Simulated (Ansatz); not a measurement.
Mg7Se

The calculation's input:

```
crystal:
  lattice:
    - [0.0, 4.5136288257, 4.5136288257]
    - [4.5136288257, 0.0, 4.5136288257]
    - [4.5136288257, 4.5136288257, 0.0]
  atoms:
    - { symbol: Mg, position: [0.0, 0.0, 0.5] }
    - { symbol: Mg, position: [0.5, 0.0, 0.5] }
    - { symbol: Mg, position: [0.0, 0.5, 0.5] }
    - { symbol: Mg, position: [0.5, 0.5, 0.0] }
    - { symbol: Mg, position: [0.0, 0.5, 0.0] }
    - { symbol: Mg, position: [0.5, 0.0, 0.0] }
    - { symbol: Mg, position: [0.5, 0.5, 0.5] }
    - { symbol: Se, position: [0.0, 0.0, 0.0] }
basis:
  ecutwfc: 420
kpoints:
  mp_grid: { grid: [6, 6, 6] }
hamiltonian:
  xc: pbe
scf:
  occupations: { method: gaussian, width: 0.1 }
output:
  forces: true
  stress: true
  eigenvalues: true
  write_density: true
  write_potential: true
  elf: true
  volumetric_format: npy
```

Launched as:

```sh
ansatz run input.yaml --threads 1 --pin off --max-ram 2560MiB --backend cpu --events-out ev --progress --plain --runs-dir out
```

Below, planes, directions and counts refer to the conventional cell (a = 9.03 Å, b = 9.03 Å, c = 9.03 Å, α = 90.00°, β = 90.00°, γ = 90.00°).

Space group Fm-3m; a structure from a database of computed crystals, not necessarily the ambient phase; a generated structure, not necessarily the stable one; changed on purpose from its base cell (volume × 1.03).

Theory: DFT PBE, scalar-relativistic, plane waves, PAW (Ansatz 0.2.0).

Core electrons are frozen (PAW), and the valence fields are smoothed inside the atomic spheres.

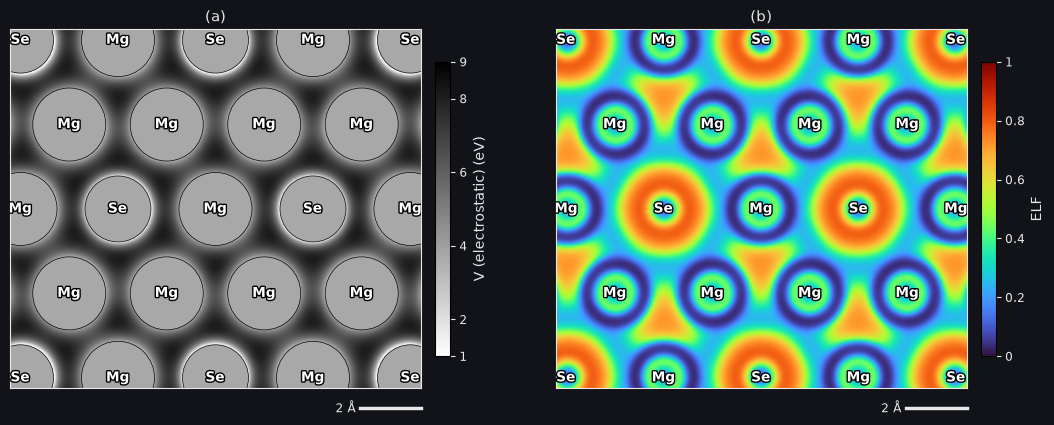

Figure 1. (a) electrostatic potential energy of an electron; (b) ELF on the (111) plane of the conventional cell. Grey discs cover the atomic cores in the potential map.

Q: Read the bonding off the picture.

A: The section cuts through Mg and Se sites. Mg–Se (3.19 Å): the ELF is about 0.40 at the midpoint. Outside the cores the potential energy rises away from the atoms and is highest about 1.7 Å from the nearest atoms; its zero is arbitrary.

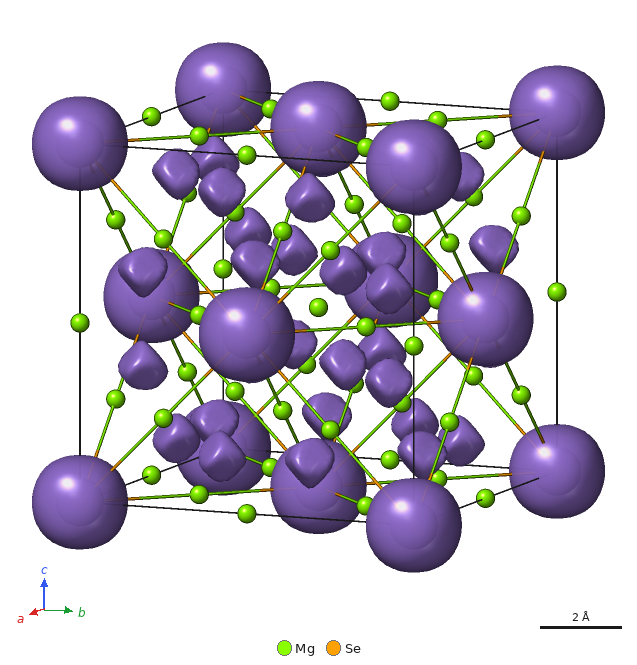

Figure 2. Isosurface of the ELF at 0.7 (purple), seen slightly off an axis. Only the valence region is drawn (cores and ρ < 0.01 e/Å³ removed). Sticks mark near contacts.

Q: Identify the bonds, lone pairs and shells in this picture.

A: At this value the surface marks out four regions wrapped around Se (the valence shell of each) and 32 pockets between the atoms, centred on no nucleus (multi-centre or interstitial), counted in one cell of 32 atoms. Any copies at cell faces, edges or corners count once.

Q: Metal or insulator at this level of theory?

A: It is metallic or semimetallic at this level of theory: no gap opens.
